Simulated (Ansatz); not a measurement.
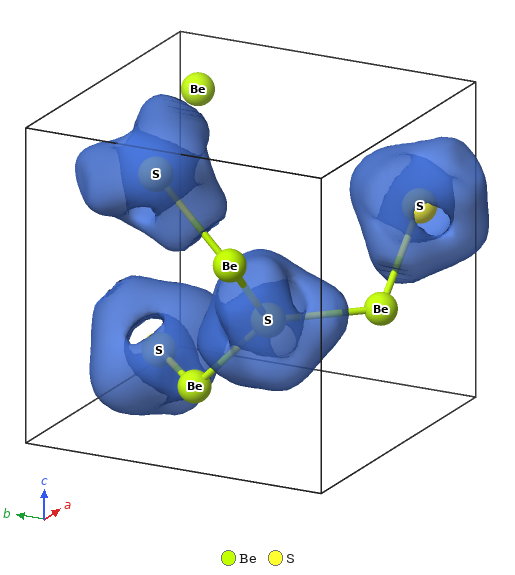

BeS. Isosurface of the ELF at 0.8 (blue), seen at an oblique angle. Only the valence region is drawn (cores and ρ < 0.01 e/Å³ removed). Sticks mark near contacts.

Space group P4₁32; a structure generated by program, which may or may not match a known phase.

All numbers below come from DFT PBE, scalar-relativistic, plane waves, PAW in Ansatz 0.2.0.

In a PAW calculation such maps are meaningful between the atoms, not at the nuclei.

### What do the ELF domains correspond to?

At this value the surface marks out four regions wrapped around S (the valence shell of each), counted in one cell of 8 atoms. Any copies at cell faces, edges or corners count once. Along the contacts the grid gives the following. Be–S (2.02 Å): the ELF peaks at about 0.90 between the atoms (a shared but strongly polarised pair).

### Metal or insulator at this level of theory?

It is gapped, with a Kohn–Sham gap of 2.4 eV on the k-point mesh (the band edges may lie off the mesh, which would make the gap smaller).
